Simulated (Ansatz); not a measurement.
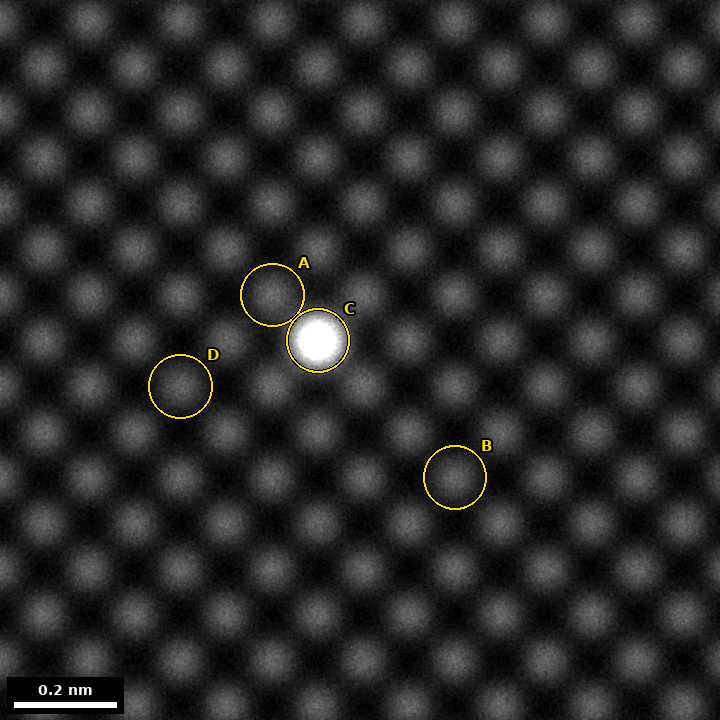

Z-contrast image of C (Fd-3m, No. 227) along [001]. Simulation: incoherent imaging, intensity Z^1.7 per atom, probe width 0.77 Å, thin sample. The probe carries 25 % of its weight in a tail 2.5 times as wide. Shot noise was added.

The sample is 1 repeat (3.6 Å) thick. One point defect was put into the perfect crystal, without relaxing the atoms around it. Brightness is counted from the darkest point of the image. Host structure: the end point of a relaxation with DFT, PBEsol, plane waves (420 eV) with PAW, scalar-relativistic in Ansatz 0.2.0; the starting structure was generated, so it need not be a known form of this composition.

### Which ringed column holds the defect, and does it scatter more or less than its equals?

C; it scatters more. The column holds 1 atom (C) through the sample, and one C atom is replaced by Si, so its peak rises to about 475 % of that of its equals.
